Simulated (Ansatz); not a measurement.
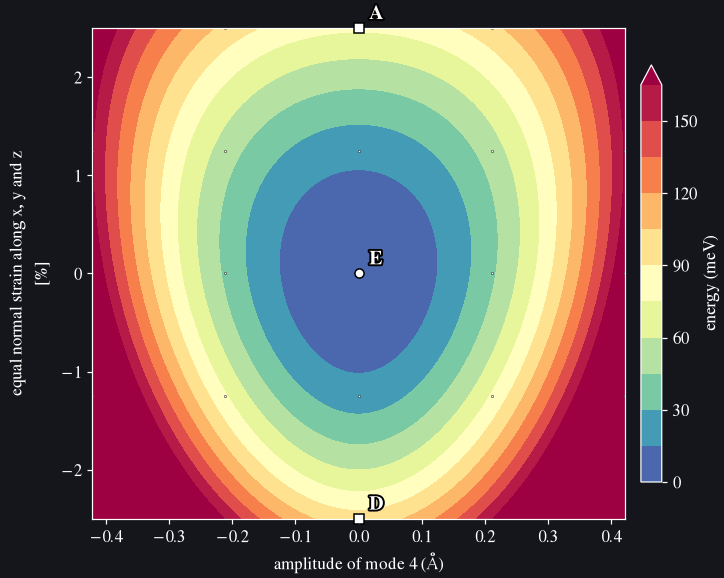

Au (P6_3/mmc, No. 194; 2 atoms in the cell). 
- The energy is mapped over a normal mode and a strain (zone-centre modes of the 2-atom cell of this scan) (x along [1 0 0], y along [1 2 0], z along [0 0 1] of the conventional cell).
- Coordinates scanned: (1) amplitude of mode 4 (34 cm⁻¹), largest displacement in the unstrained cell; (2) equal normal strain along x, y and z.
- Nothing is relaxed (the pattern is fixed in fractional coordinates).
- The grid has 5 × 5 points; 15 points were computed and 10 follow by symmetry.
- Points are written as (first, second).
- Energies are in meV per cell, from the lowest grid point.
- The calculation used Ansatz, DFT PBE, scalar-relativistic, plane waves, PAW. Settings: cutoff 420 eV, k-mesh 18×18×10 in the order of the run's cell vectors, gaussian smearing 0.15 eV, no spin polarisation.

In the figure: filled contours, dots at the grid points, one colour for all values above the top of the scale, lettered points. Between grid points the surface is interpolated.

### Rank the lettered points by energy, lowest first.

E (0 meV), A (77 meV), D (97 meV).
